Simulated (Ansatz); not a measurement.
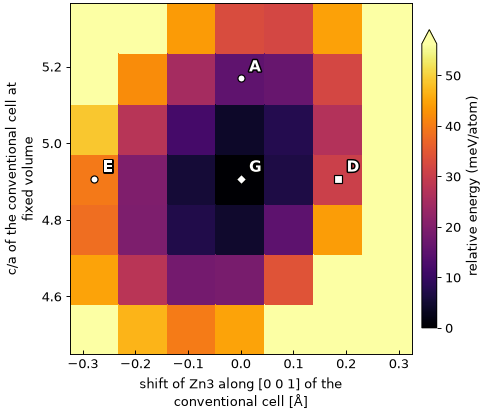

ZnS (P6_3mc, No. 186; 12 atoms in the cell). 
- The energy is mapped over a free internal coordinate and the cell.
- First axis: shift of Zn3 along [0 0 1] of the conventional cell, Cartesian (0 0 1), its symmetry partners moved as symmetry demands (measured in the relaxed cell). Second axis: c/a of the conventional cell at fixed volume.
- Nothing is relaxed (all other coordinates fixed).
- The grid has 7 × 7 points.
- Points are written as (first, second).
- All energies are given in meV/atom relative to the lowest grid point.
- Level of theory: DFT PBEsol, scalar-relativistic, plane waves, PAW in Ansatz 0.2.0. Settings: cutoff 520 eV, k-mesh 9×9×2 in the order of the run's cell vectors, gaussian smearing 0.05 eV, no spin polarisation.

Drawn: one coloured cell a grid point, one colour for all values above the top of the scale, lettered points.

Q: What kind of point is each of A, D, G: minimum, saddle, maximum or slope?

A: A: on a slope; D: on a slope; G: minimum. (In these two coordinates alone; a stationary point may lie a little off the grid point.)

Q: Rank the lettered points by energy, lowest first.

A: G (0 meV/atom), A (15 meV/atom), D (30 meV/atom), E (40 meV/atom).
